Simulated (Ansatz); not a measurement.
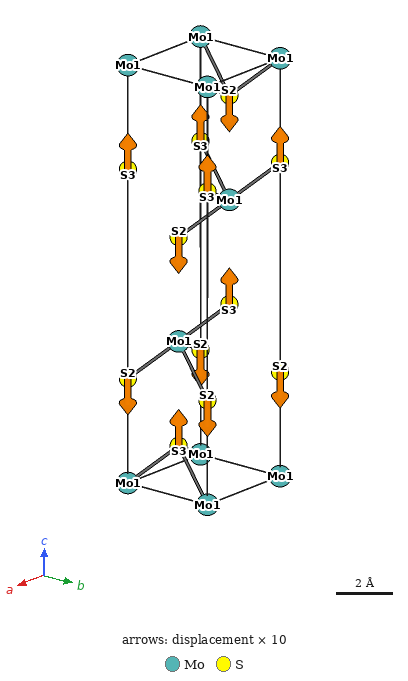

A relaxation of crystalline MoS2 (set up in R-3m). The starting structure is drawn; orange arrows show the displacements (the part carried along by the change of the cell is left out), magnified 10 times.

A ball-and-stick model of the conventional cell (3 times the calculation's cell), seen from a free direction. Lengths and directions refer to the drawn axes.

The run lets cell and atoms move.

Theory: Ansatz 0.2.0, Kohn-Sham DFT of a periodic cell, PBEsol, Ansatz PAW.

Input
```yaml
crystal:
  lattice:
    - [1.5855, 0.9153888518, 6.1149966667]
    - [-1.5855, 0.9153888518, 6.1149966667]
    - [0.0, -1.8307777036, 6.1149966667]
  atoms:
    - { symbol: Mo, position: [0.0, 0.0, 0.0] }
    - { symbol: S, position: [0.25, 0.25, 0.25] }
    - { symbol: S, position: [0.75, 0.75, 0.75] }
hamiltonian:
  xc: pbesol
  pseudopotentials: { kind: paw }
kpoints:
  mp_grid: { grid: [10, 10, 10] }
scf:
  occupations: { method: fermi_dirac, width: 0.05 }
output:
  forces: true
  stress: true
  eigenvalues: true
  write_density: true
  write_potential: true
  elf: true
  volumetric_format: npy
relax:
  f_tol: 0.01
  max_steps: 40
  cell: { stress_tol: 0.05, p_target: 5.0 }
```

Run as
```bash
ansatz run input.yaml --threads 2 --pin off --max-ram 5632MiB --backend cpu --events-out ev --progress --plain --runs-dir out
```

**Which element moves most?**

Sulfur: up to 0.16 Å, against 0.00 Å for molybdenum.

**What happened in the run?**

The largest moves relative to the cell, 0.16 Å, are those of S2 and S3. S3 goes along +c. Mo stays in place. The drawn cell changes as follows: a = b 3.171 → 3.073 Å (−3.1 %), c 18.345 → 17.374 Å (−5.3 %); the volume changes by −11.0 %. Among the contacts that change: Mo1–Mo1 3.171 → 3.073 Å, Mo1–S2 2.385 → 2.396 Å. Bond angles that change, for instance: S2–Mo1–S3 96.7° → 100.2°, Mo1–S3–Mo1 83.3° → 79.8°, S2–Mo1–S2 83.3° → 79.8°. The space group stays R-3m (No. 166). Over 4 accepted moves (5 points after the start) the energy rises by 9.4 meV per cell of the calculation. With the target pressure of 5 GPa, the enthalpy E + pV changes by −0.174 eV per cell of the calculation. The largest force component goes from 0.76 to 0.00013 eV/Å. The pressure goes from 2.86 to 5.00 GPa. The SCF was repeated once at an unchanged geometry on a basis and grid sized afresh for the cell, which shifted the energy by 0.5 meV per cell of the calculation at most. Cost: 38 s on 2 threads of Intel(R) Xeon(R) Processor @ 2.50GHz (Skylake/Cascade Lake), with other jobs on the host, peak memory 0.46 GiB.

Limits of the set-up: layers or molecules are held without a dispersion correction, so their spacing is unreliable.
